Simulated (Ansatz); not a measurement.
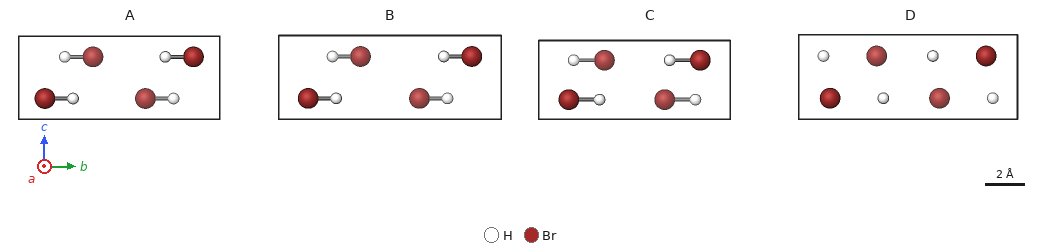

4 geometries from one relaxation of crystalline HBr (built on the TlCl-63 type type), in shuffled order. Style: ball-and-stick. Shown: the conventional cell (2 times the calculation's cell), along the a axis. Lengths and directions refer to the drawn axes.

These are results of Ansatz 0.2.0, DFT, PBEsol, plane waves, PAW, not measurements. Settings: plane-wave cutoff 420 eV; k-point mesh 6 × 6 × 6; occupations fermi dirac; smearing width 0.03 eV; no spin polarisation; cell and atoms relaxed; force threshold 0.01 eV/Å; at most 120 steps.

Order the frames from highest to lowest energy.

Answer. D, C, A, B. They are steps 0, 4, 8, 21, at +1493 meV per atom, +239 meV per atom, +9.9 meV per atom relative to the last. After 18 accepted moves (21 points after the start) the energy has fallen by 1493 meV per atom. The largest force component goes from 1 to under 0.0001 eV/Å. Pressure: −7.57 GPa at the start and 0.00 GPa at the end. The line search rejected the trial step at point 19 of the run. The SCF was repeated twice at an unchanged geometry on a basis and grid sized afresh for the cell, which shifted the energy by 0.8 meV per atom at most. The largest moves relative to the cell, 1.47 Å, are those of H atoms. Largest moves by element: H 1.47 Å, Br 0.13 Å. The drawn cell changes as follows: a 3.931 → 4.301 Å (+9.4 %), b 11.248 → 11.441 Å (+1.7 %), c 4.341 → 4.307 Å (−0.8 %); the volume changes by +10.4 %. Among the contacts that change: Br–H 2.737 → 1.439 Å. New bonds form: Br–H (2.74 → 1.44 Å). The space group stays Cmcm (No. 63).
